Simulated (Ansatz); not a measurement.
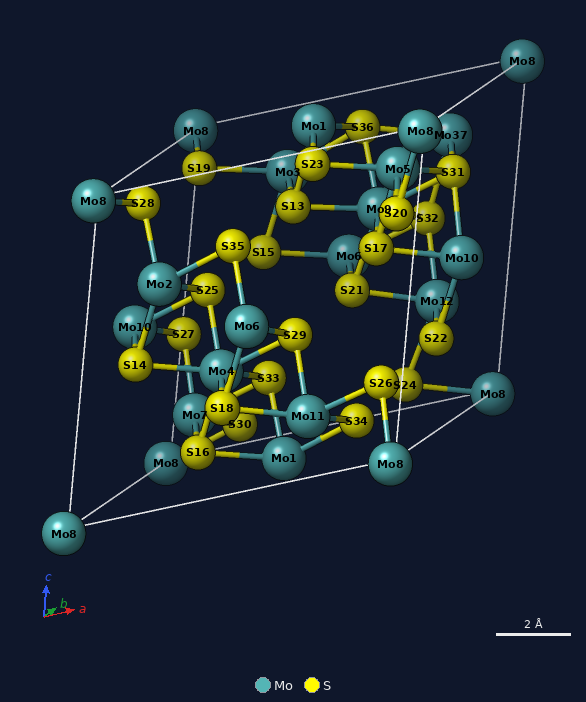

The structure as given in the input (ball-and-stick view of the cell of the calculation, seen slightly off an axis; atoms are numbered from 1 in the order of the input). An atom can appear more than once, as a periodic image. Near neighbours in the periodic cell (some may lie outside the picture): Mo has 6 S at 2.38 to 2.51 Å; S has 3 Mo at 2.38 to 2.41 Å; S has 4 Mo at 2.45 to 2.51 Å.

# Mo₁₃S₂₄: a changed input and its effect

System: Mo₁₃S₂₄ (defect cell, 37 atoms in the cell).
Method of run 1: DFT PBE+D3(BJ), scalar-relativistic, plane waves, PAW, spin-polarised (Ansatz 0.2.0).

The structure derives from a Materials Project entry. Text and figures count atoms from 1; the logs count them from 0 in places.

**Input file, run 1**
```yaml
crystal:
  lattice:
    - [3.1494702786, 5.4550425393, -6.6451646516]
    - [3.1494702785, -5.4550425393, -6.6451646516]
    - [-6.298940557, 1.0e-10, -6.6451646516]
  atoms:
    - { symbol: Mo, position: [0.5034111908, 0.499683807, 0.0007362726] }
    - { symbol: Mo, position: [0.1669828596, 0.1632554759, 0.6659303941] }
    - { symbol: Mo, position: [0.3333333333, 0.8395178471, 0.8271488196] }
    - { symbol: Mo, position: [0.3333333333, 0.3333333333, 0.3333333333] }
    - { symbol: Mo, position: [0.8271488196, 0.3333333333, 0.8395178471] }
    - { symbol: Mo, position: [0.499683807, 1.0007362726, 0.5034111908] }
    - { symbol: Mo, position: [0.1632554759, 0.6659303941, 0.1669828596] }
    - { symbol: Mo, position: [-0.0101174277, 0.9898825723, -0.0101174277] }
    - { symbol: Mo, position: [0.6767840944, 0.6767840944, 0.6767840944] }
    - { symbol: Mo, position: [0.0007362726, 0.5034111908, 0.499683807] }
    - { symbol: Mo, position: [0.6659303941, 0.1669828596, 0.1632554759] }
    - { symbol: Mo, position: [0.8395178471, 0.8271488196, 0.3333333333] }
    - { symbol: S, position: [0.4339192504, 0.5938581405, 0.7528052389] }
    - { symbol: S, position: [0.086783321, 0.2569748467, 0.4211332605] }
    - { symbol: S, position: [0.2563265891, 0.9202591631, 0.5842295134] }
    - { symbol: S, position: [0.2569748467, 0.4211332605, 0.086783321] }
    - { symbol: S, position: [0.7528052389, 0.4339192504, 0.5938581405] }
    - { symbol: S, position: [0.4211332605, 0.086783321, 0.2569748467] }
    - { symbol: S, position: [0.0871196979, 0.7390072962, 0.9098158754] }
    - { symbol: S, position: [0.9098158754, 0.0871196979, 0.7390072962] }
    - { symbol: S, position: [0.5938581405, 0.7528052389, 0.4339192504] }
    - { symbol: S, position: [0.9202591631, 0.5842295134, 0.2563265891] }
    - { symbol: S, position: [0.5842295134, 0.2563265891, 0.9202591631] }
    - { symbol: S, position: [0.7390072962, 0.9098158754, 0.0871196979] }
    - { symbol: S, position: [0.2455334062, 0.40969182, 0.5798833456] }
    - { symbol: S, position: [0.9138614278, 0.0728085262, 0.2327474163] }
    - { symbol: S, position: [0.0824371533, 0.7464075036, 0.4103400775] }
    - { symbol: S, position: [0.0728085262, 0.2327474163, 0.9138614278] }
    - { symbol: S, position: [0.5798833456, 0.2455334062, 0.40969182] }
    - { symbol: S, position: [0.2327474163, 0.9138614278, 0.0728085262] }
    - { symbol: S, position: [0.9276593705, 0.5795469687, 0.7568507913] }
    - { symbol: S, position: [0.7568507913, 0.9276593705, 0.5795469687] }
    - { symbol: S, position: [0.40969182, 0.5798833456, 0.2455334062] }
    - { symbol: S, position: [0.7464075036, 0.4103400775, 0.0824371533] }
    - { symbol: S, position: [0.4103400775, 0.0824371533, 0.7464075036] }
    - { symbol: S, position: [0.5795469687, 0.7568507913, 0.9276593705] }
    - { symbol: Mo, position: [0.8333333333, 0.8333333333, 0.8333333333], spin: 2.0 }
  host:
    lattice:
      - [3.1494702785, 0.0, 0.0]
      - [-1.5747351392, 2.7275212697, 0.0]
      - [0.0, 0.0, 6.6451646516]
    atoms:
      - { symbol: Mo, position: [0.0, 0.0, 0.0] }
      - { symbol: S, position: [0.3333333333, 0.6666666667, 0.2357795151] }
      - { symbol: S, position: [0.3333333333, 0.6666666667, 0.7642204849] }
basis:
  ecutwfc: 420
  xc_grid: 2
kpoints:
  mp_grid: { grid: [2, 2, 2], shift: [0.5, 0.5, 0.5] }
hamiltonian:
  xc: pbe
  dispersion: d3bj
scf:
  occupations: { method: gaussian, width: 0.01 }
output:
  forces: true
  stress: false
  eigenvalues: true
  populations: true
  charged_corrections:
    defect_position: [0.83333333, 0.83333333, 0.83333333]
    epsilon: [[14.1225, 0.0, 0.0], [0.0, 14.1225, 0.0], [0.0, 0.0, 4.6983]]
magnetization:
  spin_polarized: true
relax:
  adjacent_minimum: "off"
  f_tol: 0.025
  max_steps: 45
```

Launched with:
```bash
ansatz run input.yaml --threads 4 --pin off --max-ram 10240MiB --backend cpu --events-out ev --progress --plain --runs-dir out
```

Hardware: 4 threads of Intel Xeon (Sapphire Rapids), 32 GiB of memory available, shared host.

**Output, shortened to warnings, some set-up lines, iterations and results (run 1)**
```
WARN: the starting moments were not kept: the SCF closed with an absolute magnetisation of 9.9e-4 μB, where they sum to 2 μB in size (1 site). That is at most 0.1 of that sum. Measured as dr2_m measures the in/out step, that magnetisation stands 4.2e-8 eV from none, at or under the dr2_threshold of 1.6e-5 eV: it is no larger than a step whose dr2_m would equal this threshold. The system may hold …
Basis set: ecut = 420 eV, 13397 PW (Γ), exchange–correlation on 128×128×128 points (8 copies of the dense FFT grid, shifted against one another)
Symmetry: 6 space group operations
k-points: 2 of 8
Initial density: superposition of atomic densities (chi_scale 0.1, normalization cell)
[...]
SCF iter   1: F=—  HF=-86137.906170 eV  |F-HF|=—  |Δ(HF+E_count)|=         —  Δρ=4.36e-2 (↑4.36e-2 ↓4.16e-2)  dr2=7.56e1  dr2_m=1.31e-1  M=0.629 μB ∫|m|=1.892 μB  β_m=0.30  …
SCF iter   2: F=—  HF=-86125.308227 eV  |F-HF|=—  |Δ(HF+E_count)|=    1.26e1  Δρ=2.42e-2 (↑2.42e-2 ↓2.24e-2)  dr2=1.78e1  dr2_m=8.66e-2  M=0.525 μB ∫|m|=1.797 μB  β_m=0.44  …
SCF iter   3: F=—  HF=-86121.389827 eV  |F-HF|=—  |Δ(HF+E_count)|=    3.92e0  Δρ=7.81e-3 (↑7.81e-3 ↓7.71e-3)  dr2=2.05e0  dr2_m=2.98e-2  M=0.500 μB ∫|m|=1.525 μB  β_m=0.69  …
SCF iter   4: F=—  HF=-86121.297007 eV  |F-HF|=—  |Δ(HF+E_count)|=   9.28e-2  Δρ=4.20e-3 (↑4.20e-3 ↓3.63e-3)  dr2=4.74e-1  dr2_m=2.59e-2  M=0.002 μB ∫|m|=1.261 μB  β_m=0.72  …
SCF iter   5: F=—  HF=-86121.340829 eV  |F-HF|=—  |Δ(HF+E_count)|=   4.38e-2  Δρ=3.04e-3 (↑2.98e-3 ↓3.04e-3)  dr2=4.87e-1  dr2_m=1.17e-2  M=0.000 μB ∫|m|=0.954 μB  β_m=0.60  …
[... 15 lines ...]
SCF iter   4: F=—  HF=-86121.378889 eV  |F-HF|=—  |Δ(HF+E_count)|=   1.10e-7  Δρ=6.58e-7 (↑6.58e-7 ↓5.40e-7)  dr2=2.65e-8  dr2_m=4.00e-10  M=0.000 μB ∫|m|=0.000 μB  β_m=0.65  …
SCF iter   5: F=—  HF=-86121.378889 eV  |F-HF|=—  |Δ(HF+E_count)|=   1.26e-8  Δρ=1.10e-6 (↑1.10e-6 ↓1.04e-6)  dr2=1.19e-7  dr2_m=1.06e-10  M=0.000 μB ∫|m|=0.000 μB  β_m=0.82  …
SCF iter   6: F=-86121.378889 eV  HF=-86121.378889 eV  |F-HF|=7.47e-9  |Δ(HF+E_count)|=   6.48e-9  Δρ=3.98e-7 (↑3.77e-7 ↓3.98e-7)  dr2=9.22e-9  dr2_m=1.19e-11  M=0.000 μB …
SCF 2 converged in 6 iterations: F = -86121.378889 eV  dr2 = 9.22e-9
relax step   2: F+E_penalty+E_count = -86121.37888882 eV  Δ(F+E_penalty+E_count) = -9.493e-7 eV  max|allowed force component| = 1.005e-2 eV/Å  Δτ_max = 0.0000 Å  (6 SCF …
SCF converged after 6 iterations
Magnetization: 0.0000 μB (163.0000 up, 163.0000 down)
Absolute magnetization: 0.0000 μB (∫|ρ↑−ρ↓|, with the PAW one-centre terms)
Spin contamination: 0.0000 ħ² per cell (⟨S²⟩ above its minimum at these occupations)
Per-site moments (μB) at R_I (Å): [(-9.616335900954575e-8, 0.9835948149639647), (-9.616335906307859e-8, 0.9835948149639644), (-3.99463691447828e-7, 0.9799983232310698), (-3.2475519760185206e-7, 0.9906733854990593), (-3.994636915705539e-7, 0.9799983232310711), (-9.616335919177851e-8, …
Free energy (F): -86121.378889 eV
Harris-Foulkes:  -86121.378889 eV  (|F-HF|=7.47e-9)
Internal energy: -86121.378889 eV  (E = F + TS)
E sigma→0 (E₀):  -86121.378889 eV
Fermi energy:    11.095689 eV
--- Per-component energies (eV) ---
  E_band       = -2190.321622
  E_kinetic    = 8321.550550
  E_local      = -27735.591684  (includes V_loc(G=0)·N_el)
  E_nonlocal   = 2535.915469
  E_hartree    = 10882.448667
  E_xc         = -4726.898186
  E_vxc        = -5091.145499  (∫ρ·V_xc dr)
  E_paw        = -56021.176561  (= ΣΔE_a)
  E_vpaw       = -1985.946757  (= ΣTr[D̂ρ^β])
  E_aug_tail   = 0.000561  (compensation charges beyond the density's cutoff)
  E_ewald      = -19362.297613
  E_disp       = -15.330093  (pairwise vdW)
  E_smearing   = -0.000000  (= −TS)
[...]
```

The input of run 2 differs as follows (lines with − go, lines with + come):
```diff
+total_charge: 1
+  write_density: true
+  write_potential: true
+  elf: true
+  volumetric_format: npy
```

How does run 2 compare with run 1?

The total energies belong to different systems, so their difference says nothing on which is more stable or more accurate. The gap on the mesh goes from 0.30 to 0.14 eV. The net moment of the cell goes from 0.00 to 1.00 μB. A charged cell is computed with a uniform neutralising background, so its energy and pressure depend on the cell and aren't those of a real crystal. The SCF takes 44 iterations over all geometry steps against 21. On the same kind of shared host run 2 took about 2.3 times as long.

**Output, shortened to warnings, some set-up lines, iterations and results (run 2)**
```
Basis set: ecut = 420 eV, 13397 PW (Γ), exchange–correlation on 128×128×128 points (8 copies of the dense FFT grid, shifted against one another)
Symmetry: 6 space group operations
k-points: 2 of 8
Initial density: superposition of atomic densities (chi_scale 0.1, normalization cell)
[...]
SCF iter   1: F=—  HF=-86146.270385 eV  |F-HF|=—  |Δ(HF+E_count)|=         —  Δρ=4.03e-2 (↑4.03e-2 ↓3.87e-2)  dr2=6.01e1  dr2_m=1.22e-1  M=1.020 μB ∫|m|=1.907 μB  β_m=0.30  …
SCF iter   2: F=—  HF=-86135.451884 eV  |F-HF|=—  |Δ(HF+E_count)|=    1.08e1  Δρ=2.05e-2 (↑2.05e-2 ↓1.91e-2)  dr2=1.24e1  dr2_m=7.22e-2  M=1.000 μB ∫|m|=1.849 μB  β_m=0.40  …
SCF iter   3: F=—  HF=-86132.796154 eV  |F-HF|=—  |Δ(HF+E_count)|=    2.66e0  Δρ=9.15e-3 (↑9.15e-3 ↓8.94e-3)  dr2=3.22e0  dr2_m=2.90e-2  M=1.000 μB ∫|m|=1.714 μB  β_m=0.67  …
SCF iter   4: F=—  HF=-86132.302586 eV  |F-HF|=—  |Δ(HF+E_count)|=   4.94e-1  Δρ=3.13e-3 (↑3.13e-3 ↓3.08e-3)  dr2=3.88e-1  dr2_m=1.06e-2  M=1.000 μB ∫|m|=1.557 μB  β_m=0.70  …
SCF iter   5: F=—  HF=-86132.323221 eV  |F-HF|=—  |Δ(HF+E_count)|=   2.06e-2  Δρ=2.74e-3 (↑2.74e-3 ↓2.52e-3)  dr2=4.43e-1  dr2_m=3.87e-3  M=1.000 μB ∫|m|=1.480 μB  β_m=0.58  …
[... 42 lines ...]
SCF iter   8: F=—  HF=-86132.396900 eV  |F-HF|=—  |Δ(HF+E_count)|=   1.44e-7  Δρ=1.11e-6 (↑1.06e-6 ↓1.11e-6)  dr2=7.00e-8  dr2_m=3.78e-10  M=1.000 μB ∫|m|=1.313 μB  β_m=0.80  …
SCF iter   9: F=—  HF=-86132.396900 eV  |F-HF|=—  |Δ(HF+E_count)|=   1.82e-7  Δρ=1.01e-6 (↑8.78e-7 ↓1.01e-6)  dr2=6.94e-8  dr2_m=1.78e-10  M=1.000 μB ∫|m|=1.313 μB  β_m=0.81  …
SCF iter  10: F=-86132.396900 eV  HF=-86132.396900 eV  |F-HF|=8.91e-8  |Δ(HF+E_count)|=   3.89e-8  Δρ=1.09e-6 (↑1.09e-6 ↓9.53e-7)  dr2=9.84e-8  dr2_m=1.77e-10  M=1.000 μB …
SCF 4 converged in 10 iterations: F = -86132.396900 eV  dr2 = 9.84e-8
relax step   4: F+E_penalty+E_count = -86132.39690007 eV  Δ(F+E_penalty+E_count) = -7.020e-4 eV  max|allowed force component| = 9.387e-3 eV/Å  Δτ_max = 0.0040 Å  (10 SCF …
SCF converged after 10 iterations
Magnetization: 1.0000 μB (163.0000 up, 162.0000 down)
Absolute magnetization: 1.3191 μB (∫|ρ↑−ρ↓|, with the PAW one-centre terms)
Spin contamination: 0.0246 ħ² per cell (⟨S²⟩ above its minimum at these occupations)
Per-site moments (μB) at R_I (Å): [(0.008612685218940416, 0.9859337863062078), (0.008612685218940224, 0.9859337863062084), (0.012606490887298438, 0.9819920190082314), (0.00886699437210941, 0.9898257414173406), (0.012606490887298365, 0.9819920190082325), (0.008612685218940364, 0.9859337863062079), …
Free energy (F): -86132.396900 eV
Harris-Foulkes:  -86132.396900 eV  (|F-HF|=8.91e-8)
Internal energy: -86132.396900 eV  (E = F + TS)
E sigma→0 (E₀):  -86132.396900 eV
Fermi energy:    10.916182 eV
--- Per-component energies (eV) ---
  E_band       = -2211.668004
  E_kinetic    = 8302.832380
  E_local      = -27753.016712  (includes V_loc(G=0)·N_el)
  E_nonlocal   = 2531.802953
  E_hartree    = 10883.872384
  E_xc         = -4716.216866
  E_vxc        = -5077.194993  (∫ρ·V_xc dr)
  E_paw        = -56019.394369  (= ΣΔE_a)
  E_vpaw       = -1983.842889  (= ΣTr[D̂ρ^β])
  E_aug_tail   = 0.000561  (compensation charges beyond the density's cutoff)
  E_ewald      = -19346.946096
  E_disp       = -15.331135  (pairwise vdW)
  E_smearing   = -0.000000  (= −TS)
[...]
```

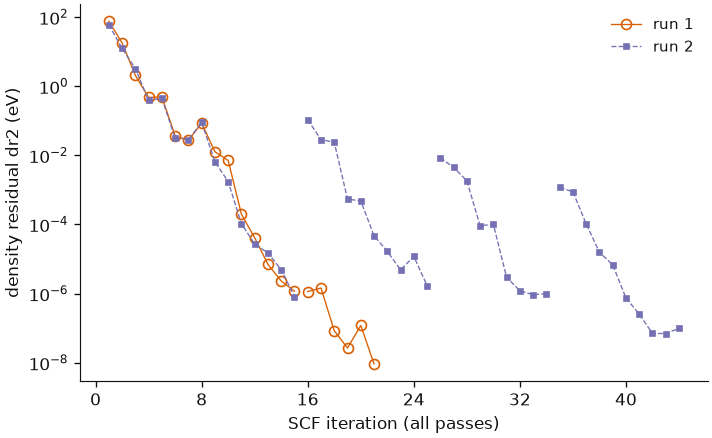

Convergence of the two runs: density residual dr2 against the SCF iteration. A break in a curve parts two SCF passes. Run 1 takes 21 iterations in all, and run 2 takes 44.

**The two runs side by side**

```tsv
quantity	run 1	run 2
outcome	converged	converged
free energy per atom (eV)	−2327.6048	−2327.9026
gap on the mesh (eV)	0.30	0.14
net moment of the cell (μB)	0.00	1.00
absolute moment of the cell (μB)	0.00	1.32
largest force (eV/Å)	0.010	0.009
SCF iterations	21	44
irreducible k-points	2	2
wall time (shared host)	41 s	95 s
```

For run 1: Warnings: some starting moments were not kept. For run 2: The cell is charged and computed with a neutralising background, so its energy and pressure depend on the cell and aren't those of a real crystal.
